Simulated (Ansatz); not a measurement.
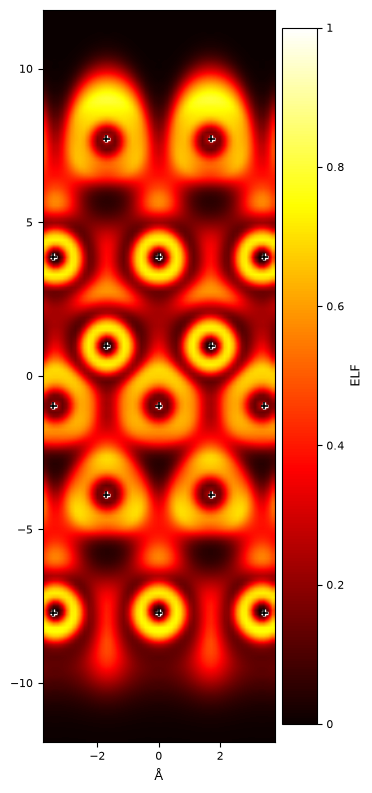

The electron localisation function on a plane through atoms (crosses mark nuclei in the plane).

Theory: DFT PBEsol, scalar-relativistic, plane waves, PAW in Ansatz 0.2.0.

Candidates:
A. TaAs (slab), a = 3.43 Å, b = 3.43 Å, c = 30.43 Å, α = 90.00°, β = 90.00°, γ = 90.00°. Not relaxed (largest force 1.0 eV/Å).
B. ZnS (slab), a = 3.78 Å, b = 6.21 Å, c = 25.92 Å, α = 90.00°, β = 90.00°, γ = 90.00°. 
C. Si, a = 3.82 Å, b = 3.82 Å, c = 6.33 Å, α = 90.00°, β = 90.00°, γ = 120.00°. Space group P6₃/mmc; a generated structure, not necessarily the stable one.

**Which system is this?**

Candidate A: TaAs on the (100) plane of the calculation cell, a cut from vacuum to vacuum, which holds Ta and As. Ta–As (2.59 Å): the ELF is about 0.40 at the midpoint.
